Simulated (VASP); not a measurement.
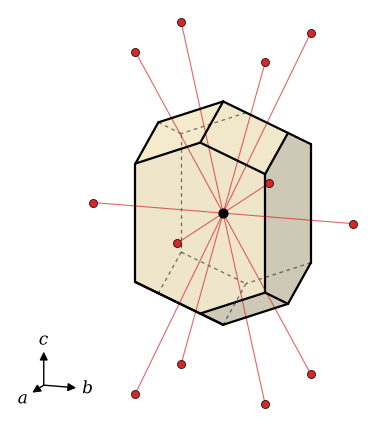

For SnO2, the geometry relaxed with VASP 6.6.1, VASP Kohn-Sham DFT of a periodic cell, PBEsol with D4, VASP PAW PBE potentials, recommended: the Wigner–Seitz cell of the crystal's lattice, with lines to the lattice points that define its faces. All values are computed from the atomic coordinates in the standard setting (tolerance 0.002 Å).

a = 4.002 Å, b = 4.002 Å, c = 10.221 Å, α = 90.00°, β = 90.00°, γ = 90.00°; space group I4₁/amd, No. 141, origin choice 1.

> Which of Fedorov's five parallelohedra is it?

An elongated dodecahedron: 12 faces (8 with 4 edges, 4 with 6 edges), 28 edges, 18 vertices. Its volume is that of the primitive cell, 81.8 Å³.

> Which lattice vectors do the faces bisect?

```tsv
example	length (Å)	faces	edges of each	area (Å²)
a	4.00	4	6	17.3
1/2 a + 1/2 b + 1/2 c	5.84	8	4	4.6
```
